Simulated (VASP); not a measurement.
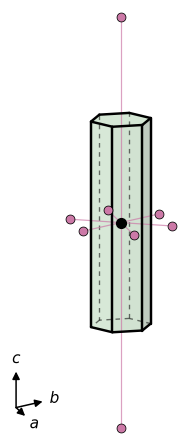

Crystal: Te2Mo, the end point of a relaxation with VASP Kohn-Sham DFT of a periodic cell, LDA, VASP PAW LDA potentials, recommended in VASP 6.6.1. The Wigner–Seitz cell of the crystal's lattice, with lines to the lattice points that define its faces. The drawing is computed from the coordinates (standard cell, symmetry found to 0.002 Å).

a = 3.476 Å, b = 3.476 Å, c = 13.770 Å, α = 90.00°, β = 90.00°, γ = 120.00°; space group No. 194, P6_3/mmc.

Q: Which of Fedorov's five parallelohedra is it?

A: A hexagonal prism: 8 faces (6 with 4 edges, 2 with 6 edges), 18 edges, 12 vertices. Its volume is that of the primitive cell, 144.1 Å³.

Q: Which lattice vectors do the faces bisect?

A:
```json
{"example": "a + b", "length (Å)": "3.48", "faces": "6", "edges of each": "4", "area (Å²)": "27.6"}
{"example": "c", "length (Å)": "13.77", "faces": "2", "edges of each": "6", "area (Å²)": "10.5"}
```
